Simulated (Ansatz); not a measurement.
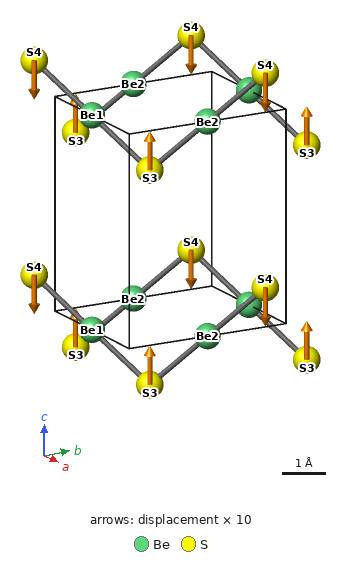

A relaxation of crystalline BeS (a generated structure, set up in Cmme). The starting structure is drawn; orange arrows show the displacements (the part carried along by the change of the cell is left out), 10 times their true length.

A ball-and-stick model of the cell of the calculation, seen slightly off an axis.

These are results of DFT PBE, scalar-relativistic, plane waves, PAW (Ansatz), not measurements. (plane-wave cutoff 420 eV; k-point mesh 6 × 6 × 6; occupations gaussian; smearing width 0.02 eV; no spin polarisation; cell and atoms relaxed; force threshold 0.01 eV/Å; at most 80 steps)

Question: What happened in the run?

Answer: The largest moves relative to the cell, 0.095 Å, are those of S3 and S4. S4 goes along −c. Be stays in place. The volume changes by −1.6 %, with a = b 4.745 → 4.424 Å (−6.8 %), c 5.210 → 5.796 Å (+11.3 %), γ 106.3° → 102.5°. Among the angles between lasting bonds that change: Be1–S4–Be2 97.2° → 93.6°. The space group stays Cmme (No. 67). Over 6 accepted moves (7 points after the start) the energy falls by 3.0 meV per atom. Largest force component: 0.019 eV/Å at the start, 0.00028 eV/Å at the end. The pressure goes from 0.02 to 0.02 GPa. The SCF was repeated once at an unchanged geometry on a basis and grid sized afresh for the cell, which shifted the energy by 0.2 meV per atom at most.
